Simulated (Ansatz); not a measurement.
## MnS: single-point calculation (part 2 of 2)

MnS (2 atoms in the cell); DFT LDA, spin-orbit coupling, plane waves, PAW (Ansatz 0.2.0); cutoff 420 eV, 6×6×6 k-mesh, Gaussian smearing of 0.05 eV. The structure derives from an entry of the Crystallography Open Database. It belongs to a series of runs on one base structure; here: random orbitals: harmonics, high filling.

Geometry of the input (Å; fractional positions):
```
0.0000  2.6122  2.6122
2.6122  0.0000  2.6122
2.6122  2.6122  0.0000
Mn 0.0000  0.0000  0.0000
S  0.5000  0.5000  0.5000
```

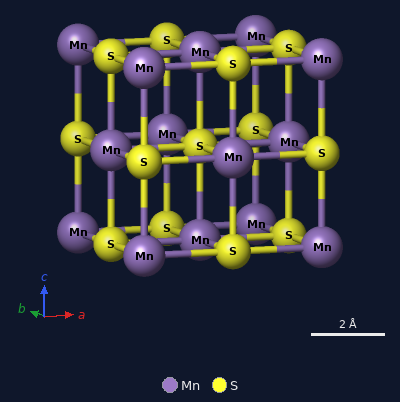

Fig. 1: The structure as given in the input (ball-and-stick view of the cell 4 times as large as that of the calculation, set on its symmetry axes, seen slightly off an axis).

## The program's output, continued
```
SCF iter   1: F=—  HF=-4709.226140 eV  |F-HF|=—  |Δ(HF+E_count)|=         —  Δρ=5.24e-2  dr2=6.77e-1  dr2_m=6.93e-2  ethr=3.10e-3  |M|=5.00e0 ∫|m|=5.04e0 μB  |m|>n=0.0e0 m-floor=0.0e0 τ_xc=0.0e0  β_m=1.00  ⟨swp⟩=7.7  Hψ=4948  notcnv=0  defer=5
preconditioner: auto → none  [insulator: Δε(μ)=1.401 eV  Ē_g=14.085 eV  σ=0.050 eV  W_gap=1.00  n_scr=14 (ndim 8)  ℏωp=22.4 eV  f_vac=0.000  D(μ)=0.00/eV (n_scr^D=0)  ε∞_Penn≈3.5]
SCF iter   2: F=—  HF=-4709.262951 eV  |F-HF|=—  |Δ(HF+E_count)|=   3.68e-2  Δρ=2.15e-2  dr2=1.23e-1  dr2_m=1.48e-3  ethr=3.10e-3  |M|=5.00e0 ∫|m|=5.05e0 μB  |m|>n=0.0e0 m-floor=0.0e0 τ_xc=1.5e-21  β_m=1.00  ⟨swp⟩=2.2  Hψ=1647  notcnv=0  defer=115
SCF iter   3: F=—  HF=-4709.297304 eV  |F-HF|=—  |Δ(HF+E_count)|=   3.44e-2  Δρ=7.37e-3  dr2=8.88e-3  dr2_m=1.71e-3  ethr=5.86e-4  |M|=5.00e0 ∫|m|=5.05e0 μB  |m|>n=0.0e0 m-floor=0.0e0 τ_xc=2.4e-21  β_m=1.00  ⟨swp⟩=2.8  Hψ=1652  notcnv=0  defer=115
SCF iter   4: F=—  HF=-4709.323130 eV  |F-HF|=—  |Δ(HF+E_count)|=   2.58e-2  Δρ=2.18e-3  dr2=7.48e-4  dr2_m=3.16e-5  ethr=4.23e-5  |M|=5.00e0 ∫|m|=5.06e0 μB  |m|>n=0.0e0 m-floor=0.0e0 τ_xc=3.3e-21  β_m=1.00  ⟨swp⟩=2.0  Hψ=1489  notcnv=0  defer=115
SCF iter   5: F=—  HF=-4709.329504 eV  |F-HF|=—  |Δ(HF+E_count)|=   6.37e-3  Δρ=2.60e-4  dr2=1.96e-5  dr2_m=5.50e-6  ethr=3.56e-6  |M|=5.00e0 ∫|m|=5.06e0 μB  |m|>n=0.0e0 m-floor=0.0e0 τ_xc=3.9e-21  β_m=1.00  ⟨swp⟩=2.1  Hψ=1411  notcnv=0  defer=115
SCF iter   6: F=—  HF=-4709.332786 eV  |F-HF|=—  |Δ(HF+E_count)|=   3.28e-3  Δρ=2.27e-4  dr2=4.41e-6  dr2_m=4.23e-6  ethr=9.35e-8  |M|=5.00e0 ∫|m|=5.06e0 μB  |m|>n=0.0e0 m-floor=0.0e0 τ_xc=3.8e-21  β_m=0.30  ⟨swp⟩=2.9  Hψ=1603  notcnv=0  defer=115
Mixer restart at iter 6: flushing history
spin-set hold released at iteration 6 (site moments contracting): the magnetisation degrees of freedom join the quasi-Newton model from the next iteration; the mixer history was flushed
SCF iter   7: F=—  HF=-4709.334280 eV  |F-HF|=—  |Δ(HF+E_count)|=   1.49e-3  Δρ=3.07e-4  dr2=3.14e-6  dr2_m=7.73e-6  ethr=2.10e-8  |M|=5.00e0 ∫|m|=5.06e0 μB  |m|>n=0.0e0 m-floor=0.0e0 τ_xc=4.1e-21  β_m=0.65  ⟨swp⟩=2.1  Hψ=1407  notcnv=0  defer=115
SCF iter   8: F=—  HF=-4709.335779 eV  |F-HF|=—  |Δ(HF+E_count)|=   1.50e-3  Δρ=1.52e-4  dr2=4.83e-7  dr2_m=1.89e-6  ethr=1.50e-8  |M|=5.00e0 ∫|m|=5.06e0 μB  |m|>n=0.0e0 m-floor=0.0e0 τ_xc=4.3e-21  β_m=0.75  ⟨swp⟩=3.0  Hψ=2005  notcnv=0  defer=115
SCF iter   9: F=—  HF=-4709.335780 eV  |F-HF|=—  |Δ(HF+E_count)|=   4.60e-7  Δρ=7.11e-5  dr2=2.58e-7  dr2_m=4.13e-7  ethr=2.30e-9  |M|=5.00e0 ∫|m|=5.06e0 μB  |m|>n=0.0e0 m-floor=0.0e0 τ_xc=4.4e-21  β_m=0.88  ⟨swp⟩=2.6  Hψ=1478  notcnv=0  defer=115
SCF iter  10: F=—  HF=-4709.335780 eV  |F-HF|=—  |Δ(HF+E_count)|=   2.20e-7  Δρ=5.14e-5  dr2=6.26e-7  dr2_m=5.32e-8  ethr=1.23e-9  |M|=5.00e0 ∫|m|=5.06e0 μB  |m|>n=0.0e0 m-floor=0.0e0 τ_xc=4.5e-21  β_m=0.68  ⟨swp⟩=2.9  Hψ=1555  notcnv=0  defer=115
SCF iter  11: F=—  HF=-4709.335780 eV  |F-HF|=—  |Δ(HF+E_count)|=   3.02e-7  Δρ=2.16e-6  dr2=2.65e-9  dr2_m=5.49e-12  ethr=1.23e-9  |M|=5.00e0 ∫|m|=5.06e0 μB  |m|>n=0.0e0 m-floor=0.0e0 τ_xc=4.3e-21  β_m=0.57  ⟨swp⟩=2.9  Hψ=1534  notcnv=0  defer=115
SCF iter  12: F=—  HF=-4709.335780 eV  |F-HF|=—  |Δ(HF+E_count)|=   1.87e-9  Δρ=2.24e-7  dr2=4.52e-12  dr2_m=4.16e-12  ethr=1.26e-11  |M|=5.00e0 ∫|m|=5.06e0 μB  |m|>n=0.0e0 m-floor=0.0e0 τ_xc=4.4e-21  β_m=0.76  ⟨swp⟩=3.3  Hψ=1357  notcnv=0  defer=115
SCF iter  13: F=—  HF=-4709.335780 eV  |F-HF|=—  |Δ(HF+E_count)|=    0.00e0  Δρ=6.81e-8  dr2=3.37e-13  dr2_m=3.84e-13  ethr=1.00e-12  |M|=5.00e0 ∫|m|=5.06e0 μB  |m|>n=0.0e0 m-floor=0.0e0 τ_xc=4.4e-21  β_m=0.76  ⟨swp⟩=1.9  Hψ=934  notcnv=0  defer=115
Mixer restart at iter 13: flushing history
SCF iter  14: F=—  HF=-4711.472031 eV  |F-HF|=—  |Δ(HF+E_count)|=         —  Δρ=7.65e-2  dr2=1.40e0  dr2_m=4.78e-1  ethr=1.00e-12  |M|=4.44e0 ∫|m|=4.44e0 μB  |m|>n=0.0e0 m-floor=0.0e0 τ_xc=4.5e-21  β_m=0.76  ⟨swp⟩=8.5  Hψ=5949  notcnv=0  defer=83
SCF iter  15: F=—  HF=-4712.674041 eV  |F-HF|=—  |Δ(HF+E_count)|=    1.20e0  Δρ=1.21e-1  dr2=5.64e0  dr2_m=1.58e-1  ethr=1.00e-12  |M|=4.69e0 ∫|m|=4.69e0 μB  |m|>n=0.0e0 m-floor=0.0e0 τ_xc=1.2e-19  β_m=0.01  ⟨swp⟩=9.1  Hψ=6946  notcnv=0  defer=68  recentre
SCF iter  16: F=—  HF=-4711.469111 eV  |F-HF|=—  |Δ(HF+E_count)|=    1.20e0  Δρ=7.58e-2  dr2=1.38e0  dr2_m=4.70e-1  ethr=1.00e-12  |M|=4.44e0 ∫|m|=4.44e0 μB  |m|>n=0.0e0 m-floor=0.0e0 τ_xc=5.7e-21  β_m=0.00  ⟨swp⟩=8.7  Hψ=6470  notcnv=0  defer=93
SCF iter  17: F=—  HF=-4711.460779 eV  |F-HF|=—  |Δ(HF+E_count)|=   8.33e-3  Δρ=7.57e-2  dr2=1.34e0  dr2_m=4.69e-1  ethr=1.00e-12  |M|=4.44e0 ∫|m|=4.44e0 μB  |m|>n=0.0e0 m-floor=0.0e0 τ_xc=6.1e-21  β_m=0.00  ⟨swp⟩=5.4  Hψ=3432  notcnv=0  defer=87
SCF iter  18: F=—  HF=-4711.458205 eV  |F-HF|=—  |Δ(HF+E_count)|=   2.57e-3  Δρ=7.56e-2  dr2=1.30e0  dr2_m=4.68e-1  ethr=1.00e-12  |M|=4.44e0 ∫|m|=4.44e0 μB  |m|>n=0.0e0 m-floor=0.0e0 τ_xc=9.8e-21  β_m=0.01  ⟨swp⟩=6.0  Hψ=4076  notcnv=0  defer=87
SCF iter  19: F=—  HF=-4711.409413 eV  |F-HF|=—  |Δ(HF+E_count)|=   4.88e-2  Δρ=7.31e-2  dr2=1.12e0  dr2_m=4.37e-1  ethr=1.00e-12  |M|=4.44e0 ∫|m|=4.44e0 μB  |m|>n=0.0e0 m-floor=0.0e0 τ_xc=5.9e-21  β_m=0.01  ⟨swp⟩=6.3  Hψ=3934  notcnv=0  defer=87
SCF iter  20: F=—  HF=-4711.350576 eV  |F-HF|=—  |Δ(HF+E_count)|=   5.88e-2  Δρ=6.80e-2  dr2=8.56e-1  dr2_m=3.78e-1  ethr=1.00e-12  |M|=4.44e0 ∫|m|=4.44e0 μB  |m|>n=0.0e0 m-floor=0.0e0 τ_xc=5.9e-20  β_m=0.02  ⟨swp⟩=7.0  Hψ=4208  notcnv=0  defer=87
SCF iter  21: F=—  HF=-4711.221995 eV  |F-HF|=—  |Δ(HF+E_count)|=   1.29e-1  Δρ=4.88e-2  dr2=4.27e-2  dr2_m=1.94e-1  ethr=1.00e-12  |M|=4.65e0 ∫|m|=4.65e0 μB  |m|>n=0.0e0 m-floor=0.0e0 τ_xc=5.6e-20  β_m=0.33  ⟨swp⟩=7.9  Hψ=5020  notcnv=0  defer=88
SCF iter  22: F=—  HF=-4711.241172 eV  |F-HF|=—  |Δ(HF+E_count)|=   1.92e-2  Δρ=3.58e-2  dr2=1.29e-2  dr2_m=1.05e-1  ethr=1.00e-12  |M|=4.63e0 ∫|m|=4.63e0 μB  |m|>n=0.0e0 m-floor=0.0e0 τ_xc=7.6e-20  β_m=0.63  ⟨swp⟩=7.0  Hψ=4208  notcnv=0  defer=86
SCF iter  23: F=—  HF=-4711.264548 eV  |F-HF|=—  |Δ(HF+E_count)|=   2.34e-2  Δρ=7.18e-3  dr2=3.43e-3  dr2_m=4.21e-3  ethr=1.00e-12  |M|=4.58e0 ∫|m|=4.58e0 μB  |m|>n=0.0e0 m-floor=0.0e0 τ_xc=2.6e-19  β_m=0.81  ⟨swp⟩=6.9  Hψ=4109  notcnv=0  defer=86
SCF iter  24: F=—  HF=-4711.265293 eV  |F-HF|=—  |Δ(HF+E_count)|=   7.45e-4  Δρ=5.42e-4  dr2=5.67e-5  dr2_m=2.40e-5  ethr=1.00e-12  |M|=4.56e0 ∫|m|=4.56e0 μB  |m|>n=0.0e0 m-floor=0.0e0 τ_xc=3.0e-19  β_m=0.91  ⟨swp⟩=6.2  Hψ=4104  notcnv=0  defer=84
SCF iter  25: F=—  HF=-4711.265296 eV  |F-HF|=—  |Δ(HF+E_count)|=   3.26e-6  Δρ=1.19e-4  dr2=2.89e-6  dr2_m=1.15e-6  ethr=1.00e-12  |M|=4.56e0 ∫|m|=4.56e0 μB  |m|>n=0.0e0 m-floor=0.0e0 τ_xc=3.0e-19  β_m=0.95  ⟨swp⟩=4.9  Hψ=2955  notcnv=0  defer=84
SCF iter  26: F=-4711.265297 eV  HF=-4711.265297 eV  |F-HF|=1.10e-9  |Δ(HF+E_count)|=   6.52e-7  Δρ=1.29e-5  dr2=7.72e-9  dr2_m=1.36e-8  ethr=1.00e-12  |M|=4.56e0 ∫|m|=4.56e0 μB  |m|>n=0.0e0 m-floor=0.0e0 τ_xc=2.9e-19  ⟨swp⟩=9.9  Hψ=6502  notcnv=0
SCF 1 converged in 26 iterations: F = -4711.265297 eV  dr2 = 7.72e-9
  greatest PAW one-centre occupation: 1.001 electrons in one spin orbital (limit 2), on the Mn atom at site 0 (counted from 0), in its partial waves of l = 1
SCF converged after 26 iterations
Magnetization: |M| = 4.5607 μB,  M = (+0.0000, -0.0000, +4.5607) μB
Absolute magnetization: 4.5607 μB (∫|m|, with the PAW one-centre terms)
  site 0: m = (-0.0000, -0.0000, +4.0830) μB, |m| = 4.0830 μB  (R = 1.08 Å)
  site 1: m = (+0.0000, -0.0000, +0.1334) μB, |m| = 0.1334 μB  (R = 1.08 Å)
Free energy (F): -4711.265297 eV
Harris-Foulkes:  -4711.265297 eV  (|F-HF|=1.10e-9)
Internal energy: -4711.262620 eV  (E = F + TS)
E sigma→0 (E₀):  -4711.263959 eV
Entropy (-TS):   -0.002676 eV (-1.338 meV/atom)
Fermi energy:    9.867488 eV
--- Per-component energies (eV) ---
  E_band       = -302.208657
  E_kinetic    = 405.738123
  E_local      = -2469.004202  (includes V_loc(G=0)·N_el)
  E_nonlocal   = 284.954495
  E_hartree    = 1009.141426
  E_xc         = -205.668795
  E_vxc        = -228.522827  (∫ρ·V_xc dr)
  E_paw        = -1817.559726  (= ΣΔE_a)
  E_vpaw       = -313.655129  (= ΣTr[D̂ρ^β])
  E_aug_tail   = -0.000009  (compensation charges beyond the density's cutoff)
  E_ewald      = -1919.402845
  E_core_change = 0.538913  (= ΣΔE_core)
  E_smearing   = -0.002676  (= −TS)
  E_closure    = -0.000000  (closes the sum)
  Σ components = -4711.265297   (vs F -4711.265297, Δ=0.00e0)
--- Hubbard shell moments (per corrected site; Tr N, ν in electrons; μ in μ_B) ---
  shell 0: Tr N=5.4842  μ_S=(+0.0000, -0.0000, +4.2540)  μ_L=(+0.0000, -0.0000, +0.0156)  μ=(+0.0000, -0.0000, +4.2696)  ν=0.0356 along (+0.000, +0.000, +1.000)
--- Specified on-site occupations, and those of the state reported ---
  electrons in the specified blocks: 4.9500 specified, 5.4842 found
  site 0 (l=d): largest change of an orbital's occupation 0.1303; electrons 4.9500 specified, 5.4842 found; spectral distance 0.2419
--- Forces (eV/Å), atoms counted from 1 ---
  atom   1  Mn    -0.00000000     0.00000000     0.00000000
  atom   2  S      0.00000000    -0.00000000     0.00000000
  max |Σ_I F_I| component: 1.95e-18 eV/Å
--- Stress (GPa, compression-positive) ---
      -12.242433       0.000000       0.000000
        0.000000     -12.242433       0.000000
        0.000000       0.000000     -12.232607
  P = ⅓ Tr σ = -12.2392 GPa (-122.392 kbar)
--- Band table (eV; the first three rows and the last of 30) ---
  k-point 0: bands = ["-71.1430", "-66.8338", "-40.7580", "-40.3478", "-39.8289", "-36.3833", "-35.9804", "-35.6368", "-4.6333", "-4.3139", "6.6685", "6.6694", "6.7117", "6.7604", "6.7819", "7.9464", "7.9803", "8.0274", "8.2348", "8.2688", "8.2965", "9.9483", "9.9550", "9.9831", "10.0817", "10.0918", "11.4267", "12.2618", "18.3494", "18.3564"]
  k-point 1: bands = ["-71.1429", "-66.8337", "-40.7588", "-40.3487", "-39.8298", "-36.3844", "-35.9816", "-35.6380", "-4.3626", "-4.0540", "5.7733", "6.0732", "6.0819", "6.5898", "6.8198", "6.8234", "7.4007", "7.5691", "7.5927", "8.7907", "8.8108", "10.1764", "10.1809", "10.2646", "10.9545", "10.9635", "12.8047", "13.6113", "16.8756", "17.7993"]
  k-point 2: bands = ["-71.1427", "-66.8334", "-40.7605", "-40.3504", "-39.8317", "-36.3867", "-35.9840", "-35.6404", "-3.7097", "-3.4345", "3.7897", "4.4545", "5.3662", "5.3676", "6.8010", "6.8212", "7.0794", "7.0810", "7.4587", "9.8407", "9.8520", "10.6293", "10.6384", "10.6853", "12.2388", "12.2436", "13.1055", "13.9258", "15.9934", "16.0319"]
  k-point 29: bands = ["-71.1424", "-66.8330", "-40.7610", "-40.3551", "-39.8322", "-36.3875", "-35.9905", "-35.6412", "-3.1827", "-2.8938", "3.9810", "4.3887", "6.1484", "6.3678", "6.4356", "6.7190", "6.7868", "7.0171", "7.3341", "7.3836", "7.7880", "8.9033", "10.4992", "10.6448", "11.1205", "11.1661", "11.2916", "11.9526", "15.3074", "16.9183"]
Occupation matrices written to [file]
--- Löwdin populations: 2 sites ---
  site symbol       q [e]
     0     Mn     14.0637
     1      S      6.7783
  spilling = 0.007524 (of n_electrons = 21.000000)
--- Occupation matrices: 1 shell (run DFT+U table (all-electron-ortho-atomic); ε = 2.00e-2, provisional) ---
  Mn0 d_3D: site group Oh (m-3m)
  Mn0 d_3D spinor Tr n = 5.4842  λ = 0.104 0.105 0.107 0.149 0.150 0.943 0.943 0.995 0.995 0.995  [3× xz 0.33 (T2g 1.00) G3/2g(0.66) | 2× z2 0.50 (Eg 1.00) G3/2g(1.00) | 2× x2-y2 0.50 (Eg 1.00) G3/2g(1.00) | 3× xz 0.33 (T2g 1.00) G3/2g(0.67)]
  specified occupation → Mn0 d_3D spinor: matrix, ‖Δ‖_F = 0.2448, Tr Δ = -0.5342, displaced = 0.3246, d_λ = 0.2419; orbital distance = 0.0420
  Tr n, λ and their labels are of the run-group-symmetrised matrices; stabiliser: 16 of 96 elements of G0×{1,Θ} (closed), max defect 2.6e-15 at τ = 4.2e-3
```

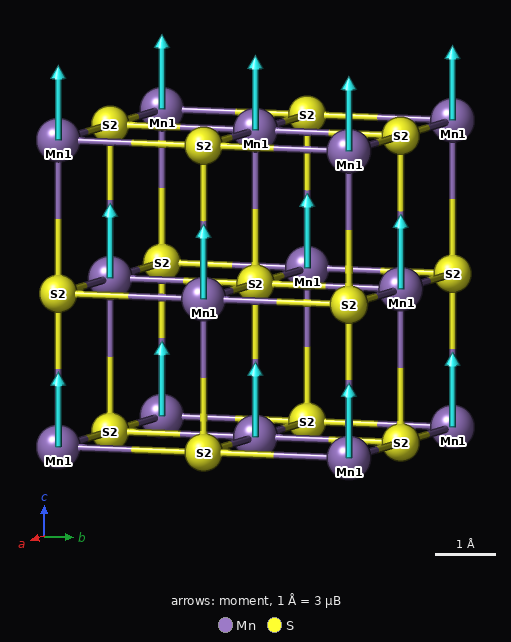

Fig. 2: Magnetic moments of the sites as teal arrows (ball-and-stick view of the cell 4 times as large as that of the calculation, set on its symmetry axes, seen slightly off an axis; atoms are numbered from 1 in the order of the input); small moments hardly show. Site moments: Mn1 (3.88 μB); S2 (0.20 μB). They are counted near the atoms and needn't add up to the moment of the cell.

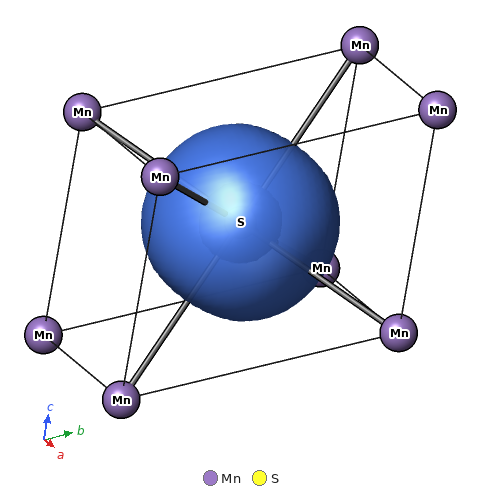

Fig. 3: Isosurface of the electron localisation function at 0.65 (blue), seen slightly off an axis. Core shells and regions of very low density are left out. Sticks mark near contacts. The outline is the calculation cell. Along the contacts the grid gives the following. Mn–S (2.61 Å): the ELF is about 0.35 at the midpoint (no shared pair; the contact is polar). In a PAW calculation such maps are meaningful between the atoms, not at the nuclei.

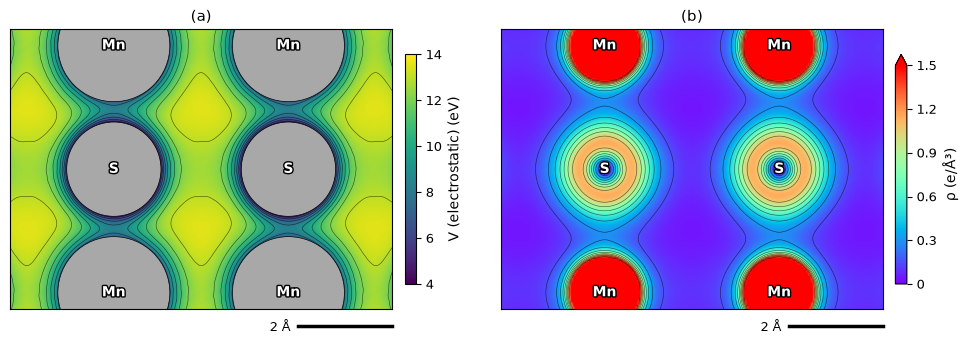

Fig. 4: (a) electrostatic potential energy of an electron; (b) valence charge density (pseudo) on the (11̄0) plane of the calculation cell. Grey discs, where drawn, cover atomic cores. The section cuts through Mn and S sites. Mn–S (2.61 Å): ρ is about 0.31 e/Å³ halfway. Away from the nuclei the density in this plane falls to 0.04 e/Å³ at its lowest. Outside the cores the potential energy rises away from the atoms and is highest about 2.2 Å from the nearest atoms; outside the discs it spans about 9 eV, and its zero is arbitrary.

## Summary

- outcome: converged
- space group (tolerance 0.01 Å): Fm-3m (225)
- electrons treated: 21
- free energy: −4711.2653 eV
- Fermi energy: 9.867 eV
- gap on the k-point mesh: none (metallic)
- net moment of the cell: 4.56 μB
- integrated absolute moment: 4.56 μB
- pressure: −12.24 GPa
- largest force (length of the vector): under 0.001 eV/Å
- hardware: 2 threads of Intel Xeon (Granite Rapids), 64 GiB of memory available, shared host
- wall time: 15 s (CPU time 28 s)
- peak memory: 0.49 GiB

Warnings of the run: the SCF threshold is looser than advised for the printed stress. The cell is under a tension of 12.2 GPa at this level, so it is not at its equilibrium volume.
